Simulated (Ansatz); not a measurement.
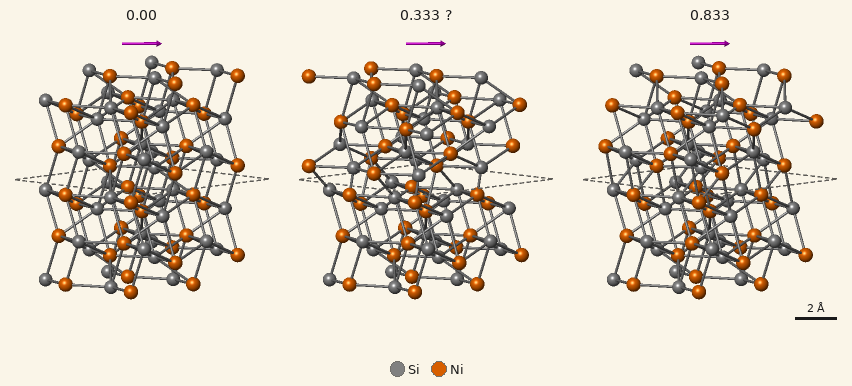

Crystalline SiNi (P2_13): the crystal above a cut along the (1 0 0) plane of the conventional cell (between a plane of Ni/Si below and one of Ni/Si above, 1.33 Å apart) is slid rigidly by fractions of an in-plane lattice vector 6.32 Å long (a generalised stacking fault). One cut stands in each cell, which starts 8.9 Å high; nothing is relaxed, and the dashed outline marks the cut, the arrow on top the direction of slip. Style: ball-and-stick. Shown: the layers on both sides of the cut, from the side, nearly along the cut plane.

Method: DFT PBEsol, scalar-relativistic, plane waves, PAW in Ansatz. Settings: plane-wave cutoff 420 eV; k-point mesh 9 × 9 × 5; occupations gaussian; smearing width 0.15 eV; no spin polarisation. Energies (free energies at the smearing named) are counted from the relaxed crystal.

```csv
slip (fraction of the lattice vector),γ (mJ/m²)
0.0000,0
0.1667,4345
0.3333,?
0.5000,5341
0.6667,9305
0.8333,2138
```

> One row is withheld. What is its energy?

A straight line between the two neighbours gives 4843 mJ/m². A cubic through the four nearest rows (0.0000, 0.1667, 0.5000, 0.6667) gives, with Lagrange weights, (−0.1666)(0) + (0.6668)(4345) + (0.6664)(5341) + (−0.1666)(9305) = 4906 mJ/m². The calculation gives 10750 mJ/m², so the cubic is 5844 mJ/m² too low and the straight line 5907 mJ/m² too low, as the curve bends downwards here. The cubic misses by much of the step between rows, so the curve changes faster here than four points can follow.

The whole profile:

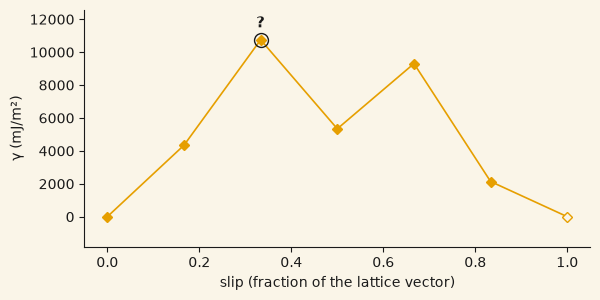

Limits of the set-up: an element that often carries a moment was run without spin polarisation.
